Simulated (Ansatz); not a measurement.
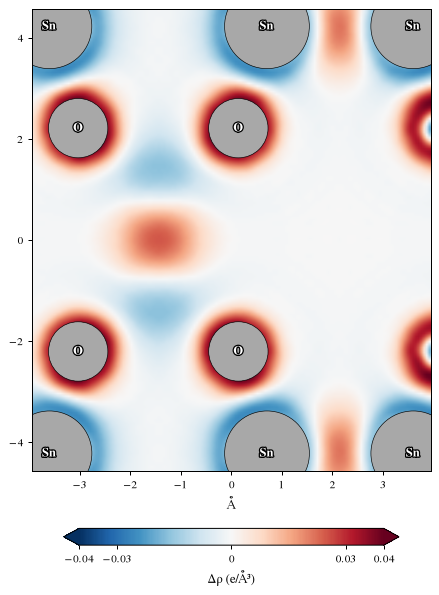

Sn3O4. Difference of the valence pseudo-densities of two functionals at the same geometry, on the (011̄) plane of the calculation cell: r2SCAN less LDA.

Both computed with Ansatz (plane waves, PAW), on the same k-point mesh. Grey discs cover the atomic cores.

**What does the difference map show?**

Against LDA, r2SCAN gives less density around Sn (−0.017 e/Å³ on average at 1.0 Å from the nucleus), more density around O (+0.023 e/Å³ on average at 0.7 Å from the nucleus) and a change of −0.014 e/Å³ at the midpoint of Sn–O and +0.022 e/Å³ at the midpoint of Sn–Sn.
